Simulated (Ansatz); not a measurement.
System: Si$_{2}$W.

Input

```
crystal:
  lattice:
    - [3.2289953136, -3.2289953136, 0.0]
    - [-3.2289953136, -3.2289953136, 0.0]
    - [0.0, 0.0, -7.866827819]
  atoms:
    - { symbol: Si, position: [0.0, 0.0, 0.6654255941] }
    - { symbol: Si, position: [0.5, 0.0, 0.1654255941] }
    - { symbol: Si, position: [0.5, 0.5, 0.6654255941] }
    - { symbol: Si, position: [0.0, 0.5, 0.1654255941] }
    - { symbol: Si, position: [0.0, 0.0, 0.3345744059] }
    - { symbol: Si, position: [0.5, 0.0, 0.8345744059] }
    - { symbol: Si, position: [0.5, 0.5, 0.3345744059] }
    - { symbol: Si, position: [0.0, 0.5, 0.8345744059] }
    - { symbol: W, position: [0.0, 0.5, 0.512711604] }
    - { symbol: W, position: [0.5, 0.5, 0.0] }
    - { symbol: W, position: [0.5, 1.0, 0.5] }
    - { symbol: W, position: [0.0, 1.0, 0.0] }
basis:
  ecutwfc: 420
kpoints:
  mp_grid: { grid: [10, 10, 6] }
hamiltonian:
  xc: pbe
scf:
  occupations: { method: gaussian, width: 0.15 }
output:
  forces: true
  stress: true
  eigenvalues: true
  write_density: true
  write_potential: true
  elf: true
  volumetric_format: npy
```

Command:

```sh
ansatz run input.yaml --threads 1 --pin off --max-ram 2560MiB --backend cpu --events-out ev --progress --plain --runs-dir out
```

Below, planes, directions and counts refer to the conventional cell (a = 4.57 Å, b = 4.57 Å, c = 7.87 Å, α = 90.00°, β = 90.00°, γ = 90.00°).

Space group P4mm; changed on purpose from its base cell (atom 9 (W) moved -0.100 A along Cartesian [0 0 1]); not relaxed (largest force 1.9 eV/Å).

Computed with DFT PBE, scalar-relativistic, plane waves, PAW (Ansatz).

**What can the converged valence pseudo-density and electron localisation function tell about the bonding?**

Si–W (2.63 Å): ρ at the midpoint is about 0.41 e/Å³; the ELF peaks at about 0.80 in the valence shell of Si, 0.9 Å from its nucleus, and is about 0.45 at the midpoint.

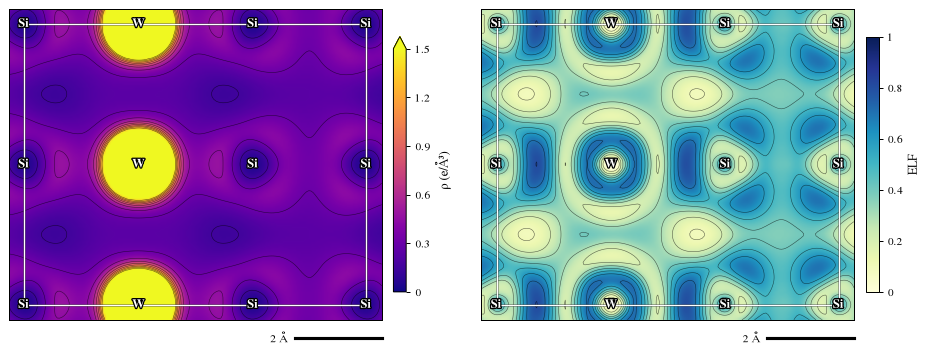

Computed valence pseudo-density and electron localisation function on the (110) plane of the conventional cell, in this order. 
